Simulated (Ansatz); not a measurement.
# Hg₄Te₅ (slab): what the fields show

Input file:

```
crystal:
  lattice:
    - [4.6045185716, 0.0, 0.0]
    - [0.0, 4.6045185716, 0.0]
    - [0.0, 0.0, 28.0235452243]
  atoms:
    - { symbol: Te, position: [0.5, 0.0, 0.2676320908] }
    - { symbol: Hg, position: [0.5, 0.5, 0.3257240681] }
    - { symbol: Te, position: [0.0, 0.5, 0.3838160454] }
    - { symbol: Hg, position: [0.0, 0.0, 0.4419080227] }
    - { symbol: Te, position: [0.5, 0.0, 0.5] }
    - { symbol: Hg, position: [0.5, 0.5, 0.5580919773] }
    - { symbol: Te, position: [0.0, 0.5, 0.6161839546] }
    - { symbol: Hg, position: [0.0, 0.0, 0.6742759319] }
    - { symbol: Te, position: [0.5, 0.0, 0.7323679092] }
basis:
  ecutwfc: 420
kpoints:
  mp_grid: { grid: [8, 8, 1] }
hamiltonian:
  xc: pbesol
scf:
  occupations: { method: gaussian, width: 0.1 }
output:
  forces: true
  eigenvalues: true
  write_density: true
  write_potential: true
  elf: true
  volumetric_format: npy
efield:
  axis: 3
  dipole_correction: true
  ramp_width: 0.04
```

Launched as:

```sh
ansatz run input.yaml --threads 4 --pin off --max-ram 9216MiB --backend cpu --events-out ev --progress --plain --runs-dir out
```

Built by placing these elements on a known structure type; not relaxed (largest force 0.5 eV/Å).

Computed with DFT PBEsol, scalar-relativistic, plane waves, PAW in Ansatz.

In a PAW calculation such maps are meaningful between the atoms, not at the nuclei.

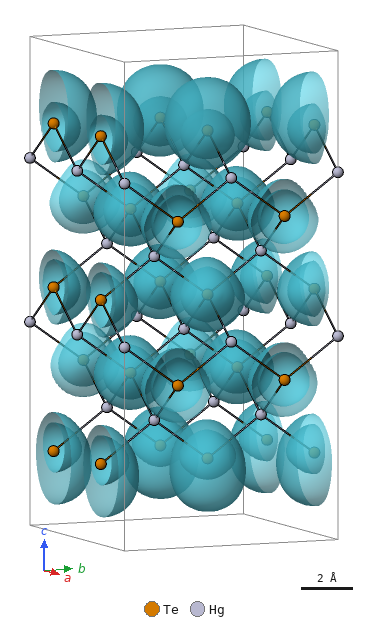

Figure 1. Isosurface of the ELF at 0.55 (cyan), seen slightly off an axis. Only the valence region is drawn (cores and ρ < 0.01 e/Å³ removed). Sticks mark near contacts.

Identify the bonds, lone pairs and shells in this picture.

At this value the surface marks out five regions wrapped around Te (the valence shell of each), counted in one cell of 9 atoms. Counts are for one cell; the picture repeats the cell along the surface. Along the contacts the grid gives the following. Hg–Te (2.82 Å): the ELF is about 0.40 at the midpoint and 0.25 at its lowest between the atoms: no shared electron pair shows on this line.

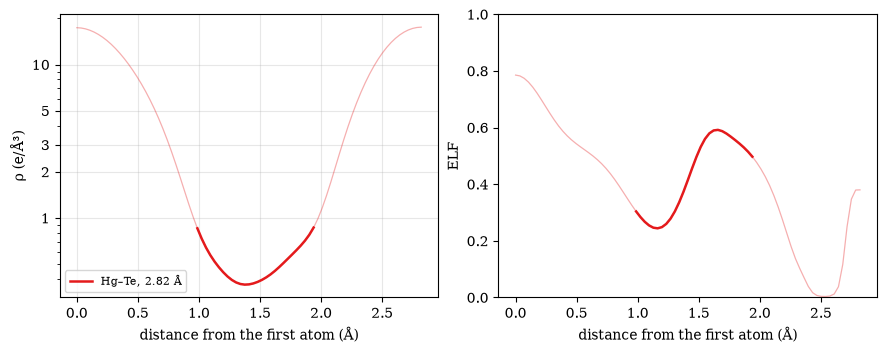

Figure 2. Valence electron density and electron localisation function along straight lines between neighbouring atoms. Thin, pale parts lie inside the atomic spheres.

What can be read from the curves?

Hg–Te (2.82 Å): ρ at the midpoint is about 0.37 e/Å³; the ELF is about 0.40 at the midpoint and 0.25 at its lowest between the atoms (no localised pair shows between them).

Does the calculation give a band gap?

It is metallic or semimetallic at this level of theory: no gap opens.
